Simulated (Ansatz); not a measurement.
# Band gap of ZnSeO3 (Pnma) from density functionals to GW, part 2 of 2

Wanted: a ladder of band gaps for ZnSeO3 (Pnma), from density functionals to G0W0.

Ansatz 0.2.0; density functionals, hybrids and G0W0, plane waves, PAW. Known limits of the many-body steps: finite bands, screening cutoff and k mesh; no spin-orbit coupling in G0W0; d shells not analysed.

So far. Step 4 (HSE06 on the 4×2×4 mesh): Over mesh and listed points the gap is 5.138 eV, from k = (0.000, 0.500, 0.000) to k = (0.250, 0.000, 0.000). The least direct gap found is 5.368 eV, at k = (0.200, 0.000, 0.000). HSE06 against r2SCAN: 5.138 − 4.157 = +0.981 eV. The runs also differ in mesh (4×4×4 and 4×2×4) and plane-wave cutoff (500 eV and 420 eV), so how much of this comes from the functional alone is not known.

### 6. G0W0@r2SCAN, 4×2×4 mesh, 1546 empty bands, screening to 200 eV, hard PAW files

G0W0 replaces the xc potential by a self-energy built once from the orbitals of the start. Levels are corrected in the window of bands that the input names, at points of the mesh.

This step: G0W0 on r2SCAN, plane waves, PAW.

Contents of input.yaml:

```yaml
crystal:
  lattice:
    - [6.004009, 0.0, 0.0]
    - [0.0, 7.810489, 0.0]
    - [0.0, 0.0, 5.135797]
  atoms:
    - { symbol: Zn, position: [0.0, 0.5, 0.5] }
    - { symbol: Zn, position: [0.5, 0.5, 0.0] }
    - { symbol: Zn, position: [0.5, 0.0, 0.0] }
    - { symbol: Zn, position: [0.0, 0.0, 0.5] }
    - { symbol: Se, position: [0.9617710496, 0.75, 0.0127346654] }
    - { symbol: Se, position: [0.5382289504, 0.25, 0.5127346654] }
    - { symbol: Se, position: [0.4617710496, 0.75, 0.4872653346] }
    - { symbol: Se, position: [0.0382289504, 0.25, 0.9872653346] }
    - { symbol: O, position: [0.1956463275, 0.4206104718, 0.875477039] }
    - { symbol: O, position: [0.3043536725, 0.5793895282, 0.375477039] }
    - { symbol: O, position: [0.6956463275, 0.0793895282, 0.624522961] }
    - { symbol: O, position: [0.8043536725, 0.9206104718, 0.124522961] }
    - { symbol: O, position: [0.8043536725, 0.5793895282, 0.124522961] }
    - { symbol: O, position: [0.6956463275, 0.4206104718, 0.624522961] }
    - { symbol: O, position: [0.3043536725, 0.9206104718, 0.375477039] }
    - { symbol: O, position: [0.1956463275, 0.0793895282, 0.875477039] }
    - { symbol: O, position: [0.0773988991, 0.25, 0.3192540354] }
    - { symbol: O, position: [0.4226011009, 0.75, 0.8192540354] }
    - { symbol: O, position: [0.5773988991, 0.25, 0.1807459646] }
    - { symbol: O, position: [0.9226011009, 0.75, 0.6807459646] }
kpoints:
  mp_grid: { grid: [4, 2, 4] }
hamiltonian:
  xc: r2scan
  pseudopotentials: { kind: paw, source: ansatz }
scf:
  occupations: { method: fixed }
gw:
  n_empty_bands: 1546
  ecut_chi: 200.0
  qp_bands: [v4, c4]
  qp_kpoints: band_edges
  screening: { model: contour_deformation }
```

Started as:

```sh
$ ansatz run input.yaml --threads 16 --pin off --max-ram 82944MiB --backend cuda --events-out ev --progress --plain --runs-dir out --devices 1 --max-vram 78GiB
```

Numbers of over 12 decimals in the logs are rounded to 6 here.

What it wrote:

```text
GPUs: using 1 of 1 available (devices: 1).
[...]
Crystal: 20 atoms, lattice volume = 240.839 Å³
Basis set: ecut = 1050 eV, 18633 PW (Γ), exchange–correlation on 320×432×288 points (64 copies of the dense FFT grid, shifted against one another)
Bands: 130, of which v1, the nominal top of the filled ones, is band 108 counted from 1 (107 counted from 0)
Symmetry: 8 space group operations
[...]
k-points: 18 of 32
[...]
11   110     12.4998   -10.9894    -4.0569   -15.8018  0.8199    13.2599    13.2553  root
    11   111     13.0752   -12.2477    -3.9461   -17.0518  0.8092    13.9397    13.9333  root
[...]
17   109     13.0380   -11.7900    -3.9685   -16.5822  0.8124    13.8676    13.8617  root
    17   110     13.0380   -11.7900    -3.9685   -16.5822  0.8124    13.8676    13.8617  root
    17   111     13.0380   -11.7900    -3.9685   -16.5822  0.8124    13.8676    13.8617  root
    17   112     13.0380   -11.7900    -3.9685   -16.5822  0.8124    13.8676    13.8617  root
[key lines of the parts left out:]
SCF converged after 10 iterations
```

Run time: 6.8 min. Hardware: 1 × NVIDIA GB200 (shared by 2 runs) with 16 threads of Arm Neoverse V2, shared host; peak memory 21 GiB; 17 min of CPU time.

This step gave:

- bands summed: 1654
- RPA ε∞ on this mesh (eigenvalues): 3.512, 3.856, 4.009
- plane waves in the screening matrix: 1541
- G0W0 gap over the corrected points: 5.692 eV
- k of the valence top: 0, -0.5, 0
- k of the conduction bottom: 0.25, 0, 0
- starting gap on the mesh: 4.173 eV
- Z at the valence top: 0.7823
- Z at the conduction bottom: 0.8263
- least direct G0W0 gap over the corrected points: 5.967 eV

Over all 18 irreducible mesh points the G0W0 gap is 5.692 eV, from k = (0.000, -0.500, 0.000) to k = (0.250, 0.000, 0.000). The r2SCAN gap of this run on the mesh is 4.173 eV. The two states that bound the G0W0 gap lie that far apart at the start, so the correction of the gap is 5.692 − 4.173 = +1.519 eV.

### 7. All levels together

Each gap is the least one over the points named; times are wall times on shared hosts, not benchmarks. A G0W0 time includes the run's own self-consistent start. Runs with listed points see these and the mesh alone, so an edge that moves elsewhere is missed. Rows marked * are further runs, not shown as steps, whose inputs differ from the G0W0 step on the same start in the columns given; solver thresholds can differ too. Symmetry makes (0.000, 0.500, 0.000) and (0.000, -0.500, 0.000) one point.

| level | mesh | files, cutoff | bands summed, screening | points | gap (eV) | valence top | conduction bottom | least direct gap (eV) | time |
| --- | --- | --- | --- | --- | --- | --- | --- | --- | --- |
| r2SCAN | 4×4×4 | soft_2 PAW, 500 eV | - | mesh and path | 4.157 | (0.000, 0.500, 0.000) | (0.250, 0.000, 0.000) | 4.381 | 3.1 s |
| r2SCAN+SOC | 4×4×4 | soft_2 PAW, 500 eV | - | mesh and listed points | 4.153 | (0.000, 0.500, 0.000) | (0.250, 0.000, 0.000) | 4.377 | 5 s |
| HSE06 | 4×2×4 | soft_2 PAW, 420 eV | - | mesh and listed points | 5.138 | (0.000, 0.500, 0.000) | (0.250, 0.000, 0.000) | 5.368 | 28 s |
| HSE06+SOC | 4×2×4 | soft_2 PAW, 420 eV | - | mesh and listed points | 5.134 | (0.000, 0.500, 0.000) | (0.250, 0.000, 0.000) | 5.363 | 2 min |
| G0W0@r2SCAN* | 4×2×4 | hard PAW, 1050 eV | 826, 120 eV | all 18 irreducible mesh points | 5.589 | (0.000, -0.500, 0.000) | (0.250, 0.000, 0.000) | 5.875 | 2.4 min |
| G0W0@r2SCAN | 4×2×4 | hard PAW, 1050 eV | 1654, 200 eV | all 18 irreducible mesh points | 5.692 | (0.000, -0.500, 0.000) | (0.250, 0.000, 0.000) | 5.967 | 6.8 min |
| G0W0@r2SCAN* | 4×4×4 | hard PAW, 1050 eV | 826, 120 eV | all 27 irreducible mesh points | 5.588 | (0.000, -0.500, 0.000) | (0.250, 0.000, 0.000) | 5.875 | 5.2 min |

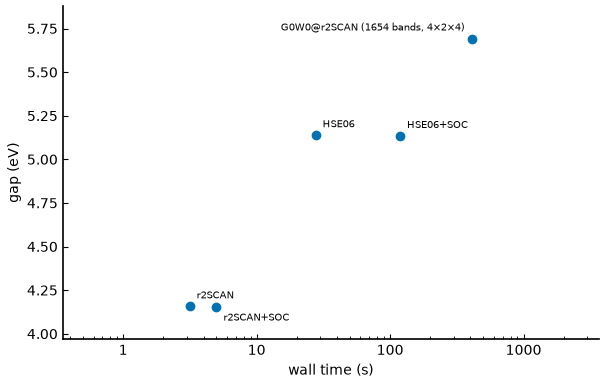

Gap against wall time for the runs shown as steps.

### 8. Outcome

```json
{
 "r2SCAN, over mesh and path": "4.157 eV",
 "r2SCAN+SOC, over mesh and listed points": "4.153 eV",
 "HSE06, over mesh and listed points": "5.138 eV",
 "HSE06+SOC, over mesh and listed points": "5.134 eV",
 "G0W0@r2SCAN (1654 bands, 4×2×4), over all 18 irreducible mesh points": "5.692 eV",
 "known limits": "finite bands, screening cutoff and k mesh; no spin-orbit coupling in G0W0; d shells not analysed"
}
```

What this shows: The rows run from 4.153 eV (r2SCAN+SOC) to 5.692 eV (G0W0@r2SCAN (1654 bands, 4×2×4)). They differ in mesh, files, plane-wave cutoff, bands and screening cutoff of G0W0 and the points over which the gap was sought as well as in level, so only pairs that share these are like for like. r2SCAN+SOC against r2SCAN: 4.153 − 4.157 = −0.004 eV, with the same mesh, set of files (read in its fully relativistic form for the spin-orbit run) and cutoff, and both edges at the same k points. The spin-orbit run sees mesh and listed points alone, so its gap is an upper bound: the coupling can move an edge off these points, and the change over the zone, its sign included where it is small, is not known. HSE06+SOC against HSE06: 5.134 − 5.138 = −0.004 eV, with the same mesh, set of files (read in its fully relativistic form for the spin-orbit run) and cutoff, and both edges at the same k points. The spin-orbit run sees mesh and listed points alone, so its gap is an upper bound: the coupling can move an edge off these points, and the change over the zone, its sign included where it is small, is not known. G0W0@r2SCAN (1654 bands, 4×2×4) moves the gap of its own start on the mesh by 5.692 − 4.173 = +1.519 eV, between the same two levels. Both edges that r2SCAN shows over mesh and path lie at k points where levels were corrected. Levels at other points were not corrected, so a lower G0W0 gap elsewhere in the zone is not ruled out. What spin-orbit coupling does to the G0W0 levels was not computed, so no sum with the G0W0 gap is formed. For G0W0@r2SCAN: from 826 bands and 120 eV to 1654 bands and 200 eV the gap moves by 5.692 − 5.589 = +0.103 eV; bands and screening cutoff rise together, so their parts are not told apart. Two runs can't test a law of convergence, so the limit is not known. With the 4×4×4 mesh in place of the 4×2×4 mesh and all else as in the G0W0@r2SCAN row with 826 bands, the gap differs by 5.588 − 5.589 = −0.001 eV, and that of the start by 4.173 − 4.173 = +0.000 eV. The G0W0 runs are scalar-relativistic. One-shot GW is known to converge slowly in bands for compounds with shallow d shells. The cell holds Zn; the filling of the d shell and its place against the gap were not analysed here. G0W0 is shown with one set of atomic data (hard PAW), so the error from the files is not known here. Failed or unusable runs of this series, left out of the table: G0W0@HSE06 (4×2×4 mesh, hard PAW files, 930 eV, 1546 empty bands) reached its time limit after 15 min; G0W0@PBE0 (4×2×4 mesh, hard PAW files, 930 eV, 1546 empty bands) reached its time limit after 12 min.

[Paths, hosts, dates, memory and timing lines, banners, echoed tables and standing remarks are left out of the program output.]

[Logs are printed without paths, hosts, clocks, repeated set-up lines and the standing remarks that a program may print on its own settings, such as how far it seeks lower states.]

[Runs of the session that timed out or met a known fault of the program may be left out.]

[Cells called generated may have been cut or substituted from an entry of the Crystallography Open Database or the Materials Project.]

[Hosts, paths, dates, database ids (printed as entryN), source tags and the programs' standing remarks are cut or masked in the printed files.]

[Where an RPA ε∞ is given, it is that of the G0W0 mesh and is not shown converged in it. Names of k-points follow the symmetry that the program found, which can be lower than the space group named. Band edges on a path are those of the sampled points; other points can move an edge, and change direct to indirect where valleys lie close.]

[Hybrid gaps are those of their k-mesh and are not shown converged in it.]
